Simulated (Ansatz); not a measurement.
# From Si to C

System: Si (Fd-3m, 2 atoms in the cell).
Method of the first run: DFT PBE, scalar-relativistic, plane waves, PAW, no spin polarisation (Ansatz 0.2.0).
System of the second run: C (2 atoms in the cell).

On the first run: The structure derives from a Materials Project entry. On the second run: The structure was made by swapping elements on the sites of another compound; it need not be a known phase. It belongs to a series of runs on one base structure; here: Si -> C on all its sites, cell and atoms relaxed. Text and figures count atoms from 1; the logs count them from 0 in places.

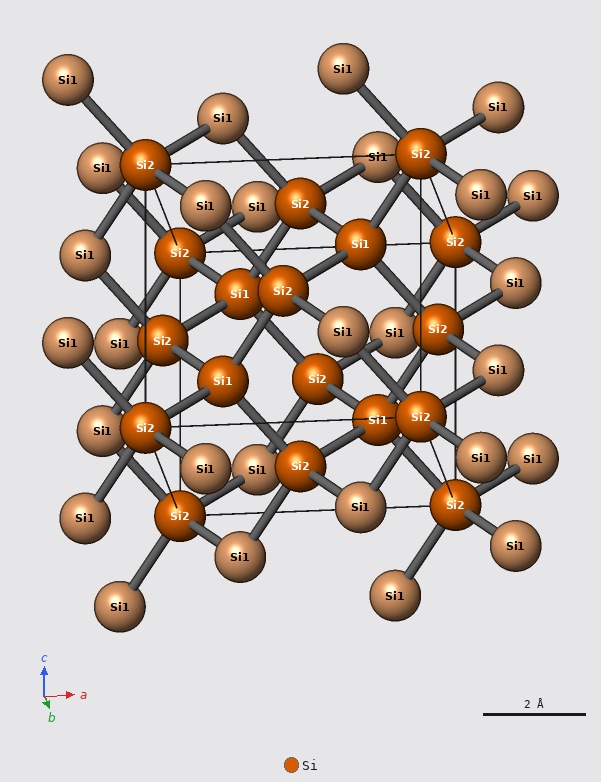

Figure 1. The structure (ball-and-stick view of the cell 4 times as large as that of the calculation, set on its symmetry axes, seen at an oblique angle; neighbours outside the cell are drawn fainter; atoms are numbered from 1 in the order of the input).

**The input, the first run**
```yaml
crystal:
  lattice:
    - [0.0, 2.7218511865, 2.7218511865]
    - [2.7218511865, 0.0, 2.7218511865]
    - [2.7218511865, 2.7218511865, 0.0]
  atoms:
    - { symbol: Si, position: [0.25, 0.25, 0.25] }
    - { symbol: Si, position: [0.0, 0.0, 0.0] }
basis:
  ecutwfc: 420
kpoints:
  mp_grid: { grid: [6, 6, 6] }
hamiltonian:
  xc: pbe
scf:
  occupations: { method: gaussian, width: 0.1 }
output:
  forces: true
  stress: true
  eigenvalues: true
```

Command:
```bash
ansatz run input.yaml --threads 1 --pin off --max-ram 2560MiB --backend cpu --events-out ev --progress --plain --runs-dir out
```

Hardware: 1 thread of Arm Neoverse N1, 80 GiB of memory available, shared host.

**Output, shortened to warnings, some set-up lines, iterations and results (the first run)**
```
Basis set: ecut = 420 eV, 749 PW (Γ), exchange–correlation on 54×54×54 points (8 copies of the dense FFT grid, shifted against one another)
Symmetry: 48 space group operations
k-points: 16 of 216
Initial density: superposition of atomic densities (neutral atoms: chi_scale 0, normalization atom), corrected by the library's trained network
[...]
SCF iter   1: F=—  HF=-1271.593688 eV  |F-HF|=—  |Δ(HF+E_count)|=         —  Δρ=8.99e-4  dr2=1.64e-4  ethr=1.77e-3  ⟨swp⟩=5.5  Hψ=1085  notcnv=0
SCF iter   2: F=—  HF=-1271.594000 eV  |F-HF|=—  |Δ(HF+E_count)|=   3.12e-4  Δρ=3.98e-4  dr2=3.17e-5  ethr=2.04e-6  ⟨swp⟩=2.2  Hψ=322  notcnv=0
SCF iter   3: F=—  HF=-1271.594044 eV  |F-HF|=—  |Δ(HF+E_count)|=   4.45e-5  Δρ=7.68e-5  dr2=1.72e-6  ethr=3.97e-7  ⟨swp⟩=2.1  Hψ=189  notcnv=0
SCF iter   4: F=—  HF=-1271.594045 eV  |F-HF|=—  |Δ(HF+E_count)|=   4.15e-7  Δρ=3.26e-5  dr2=3.17e-7  ethr=2.15e-8  ⟨swp⟩=1.0  Hψ=128  notcnv=0
SCF iter   5: F=-1271.594045 eV  HF=-1271.594045 eV  |F-HF|=7.15e-10  |Δ(HF+E_count)|=   9.30e-8  Δρ=1.14e-6  dr2=2.77e-10  ethr=3.97e-9  ⟨swp⟩=2.4  Hψ=196  notcnv=0
SCF iter   6: F=-1271.594045 eV  HF=-1271.594045 eV  |F-HF|=2.73e-12  |Δ(HF+E_count)|=  5.95e-10  Δρ=8.81e-8  dr2=1.79e-12  ethr=3.47e-12  ⟨swp⟩=1.0  Hψ=384  notcnv=0
SCF 1 converged in 6 iterations: F = -1271.594045 eV  dr2 = 1.79e-12
SCF converged after 6 iterations
Free energy (F): -1271.594045 eV
Harris-Foulkes:  -1271.594045 eV  (|F-HF|=2.73e-12)
Internal energy: -1271.594045 eV  (E = F + TS)
E sigma→0 (E₀):  -1271.594045 eV
Fermi energy:    6.515569 eV
--- Per-component energies (eV) ---
  E_band       = 8.967043
  E_kinetic    = 80.715014
  E_local      = -55.345529  (includes V_loc(G=0)·N_el)
  E_nonlocal   = 51.908520
  E_hartree    = 15.060539
  E_xc         = -110.337584
  E_vxc        = -93.440099  (∫ρ·V_xc dr)
  E_paw        = -1025.609057  (= ΣΔE_a)
  E_vpaw       = -4.991959  (= ΣTr[D̂ρ^β])
  E_aug_tail   = 0.000012  (compensation charges beyond the density's cutoff)
  E_ewald      = -227.985960
  E_smearing   = -0.000000  (= −TS)
  E_closure    = 0.000000  (closes the sum)
  Σ components = -1271.594045   (vs F -1271.594045, Δ=0.00e0)
--- Forces (eV/Å), atoms counted from 1 ---
  atom   1  Si     0.00000000    -0.00000000    -0.00000000
  atom   2  Si    -0.00000000     0.00000000    -0.00000000
  max |Σ_I F_I| component: 6.01e-17 eV/Å
--- Stress (GPa, compression-positive) ---
        1.405458      -0.000000      -0.000000
       -0.000000       1.405458       0.000000
        0.000000       0.000000       1.405458
  P = ⅓ Tr σ = 1.4055 GPa (14.055 kbar)
```

The input of the second run differs as follows (lines with − go, lines with + come):
```diff
-    - [0.0, 2.7218511865, 2.7218511865]
-    - [2.7218511865, 0.0, 2.7218511865]
-    - [2.7218511865, 2.7218511865, 0.0]
+    - [0.0, 2.1557119985, 2.1557119985]
+    - [2.1557119985, 0.0, 2.1557119985]
+    - [2.1557119985, 2.1557119985, 0.0]
-    - { symbol: Si, position: [0.25, 0.25, 0.25] }
-    - { symbol: Si, position: [0.0, 0.0, 0.0] }
+    - { symbol: C, position: [0.25, 0.25, 0.25] }
+    - { symbol: C, position: [0.0, 0.0, 0.0] }
-  mp_grid: { grid: [6, 6, 6] }
+  mp_grid: { grid: [8, 8, 8] }
```

Predict how the results change.

The total energies belong to different systems, so their difference says nothing on which is more stable or more accurate. The gap on the mesh goes from 0.72 to 2.63 eV. The pressure goes from 1.41 to −78.49 GPa. The volume per atom goes from 20.16 to 10.02 Å³. The number of SCF iterations is the same. The irreducible k-points go from 16 to 29. The plane waves at Γ go from 749 to 387.

**Output, shortened to warnings, some set-up lines, iterations and results (the second run)**
```
Basis set: ecut = 420 eV, 387 PW (Γ), exchange–correlation on 48×48×48 points (8 copies of the dense FFT grid, shifted against one another)
Symmetry: 48 space group operations
k-points: 29 of 512
Initial density: superposition of atomic densities (neutral atoms: chi_scale 0, normalization atom), corrected by the library's trained network
[...]
SCF iter   1: F=—  HF=-498.163349 eV  |F-HF|=—  |Δ(HF+E_count)|=         —  Δρ=2.10e-3  dr2=5.61e-4  ethr=1.77e-3  ⟨swp⟩=4.0  Hψ=1472  notcnv=0
SCF iter   2: F=—  HF=-498.163230 eV  |F-HF|=—  |Δ(HF+E_count)|=   1.19e-4  Δρ=1.03e-3  dr2=1.21e-4  ethr=7.01e-6  ⟨swp⟩=2.3  Hψ=561  notcnv=0
SCF iter   3: F=—  HF=-498.163647 eV  |F-HF|=—  |Δ(HF+E_count)|=   4.18e-4  Δρ=1.01e-4  dr2=1.53e-6  ethr=1.51e-6  ⟨swp⟩=2.0  Hψ=348  notcnv=0
SCF iter   4: F=—  HF=-498.163651 eV  |F-HF|=—  |Δ(HF+E_count)|=   3.25e-6  Δρ=2.03e-5  dr2=6.02e-8  ethr=1.92e-8  ⟨swp⟩=2.2  Hψ=344  notcnv=0
SCF iter   5: F=-498.163651 eV  HF=-498.163651 eV  |F-HF|=3.26e-10  |Δ(HF+E_count)|=   1.28e-7  Δρ=1.41e-6  dr2=1.93e-10  ethr=7.53e-10  ⟨swp⟩=2.2  Hψ=347  notcnv=0
SCF iter   6: F=-498.163651 eV  HF=-498.163651 eV  |F-HF|=1.88e-12  |Δ(HF+E_count)|=  3.22e-10  Δρ=9.58e-8  dr2=6.80e-13  ethr=2.41e-12  ⟨swp⟩=1.0  Hψ=685  notcnv=0
SCF 1 converged in 6 iterations: F = -498.163651 eV  dr2 = 6.80e-13
SCF converged after 6 iterations
Free energy (F): -498.163651 eV
Harris-Foulkes:  -498.163651 eV  (|F-HF|=1.88e-12)
Internal energy: -498.163651 eV  (E = F + TS)
E sigma→0 (E₀):  -498.163651 eV
Fermi energy:    6.440445 eV
--- Per-component energies (eV) ---
  E_band       = -8.958649
  E_kinetic    = 154.213150
  E_local      = -166.727928  (includes V_loc(G=0)·N_el)
  E_nonlocal   = 50.713700
  E_hartree    = 36.354044
  E_xc         = -89.028005
  E_vxc        = -109.783626  (∫ρ·V_xc dr)
  E_paw        = -195.828345  (= ΣΔE_a)
  E_vpaw       = -10.082049  (= ΣTr[D̂ρ^β])
  E_aug_tail   = 0.000011  (compensation charges beyond the density's cutoff)
  E_ewald      = -287.860279
  E_smearing   = -0.000000  (= −TS)
  E_closure    = 0.000000  (closes the sum)
  Σ components = -498.163651   (vs F -498.163651, Δ=0.00e0)
--- Forces (eV/Å), atoms counted from 1 ---
  atom   1  C     -0.00000000     0.00000000    -0.00000000
  atom   2  C     -0.00000000    -0.00000000    -0.00000000
  max |Σ_I F_I| component: 5.18e-16 eV/Å
--- Stress (GPa, compression-positive) ---
      -78.490741       0.000000       0.000000
        0.000000     -78.490741       0.000000
       -0.000000       0.000000     -78.490741
  P = ⅓ Tr σ = -78.4907 GPa (-784.907 kbar)
```

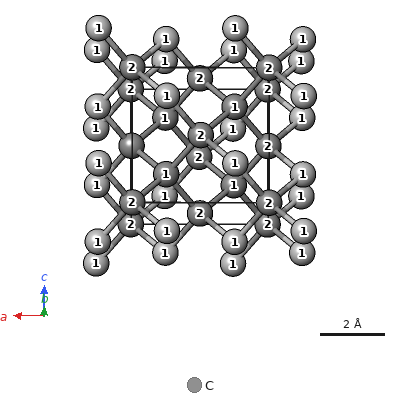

Figure 2. The input structure of the second run (ball-and-stick view of the cell 4 times as large as that of the calculation, set on its symmetry axes, seen at an oblique angle; neighbours outside the cell are drawn fainter; atoms are numbered from 1 in the order of the input).

**The two runs side by side**

```csv
quantity,the first run,the second run
outcome,converged,converged
free energy per atom (eV),−635.7970,−249.0818
gap on the mesh (eV),0.72,2.63
pressure (GPa),1.41,−78.49
volume per atom (Å³),20.16,10.02
largest force (eV/Å),0.000,0.000
SCF iterations,6,6
irreducible k-points,16,29
plane waves at Γ,749,387
wall time (shared host),0.83 s,0.73 s
```

For the second run: The cell is under a tension of 78 GPa at this level, so it is not at its equilibrium volume.
